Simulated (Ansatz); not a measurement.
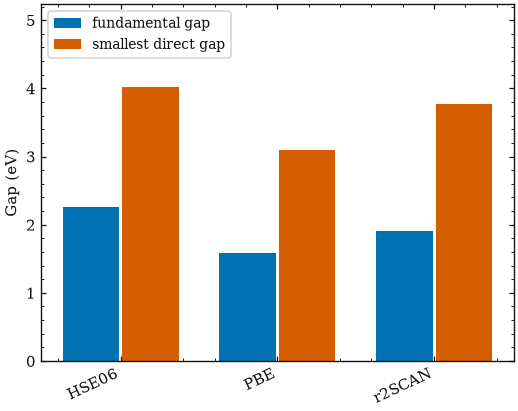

Gaps of AlP, space group I-4m2, 2 atoms in the cell, zincblende type, uniaxial (x) strain +1.2%, at several levels of theory on one cell (Ansatz, plane waves and PAW; edges over the mesh and the special points).

Question: How does the gap depend on the level, and does its kind change?

Answer: In rising order: PBE 1.58 eV, r2SCAN 1.91 eV and HSE06 2.27 eV. It is indirect at every level.
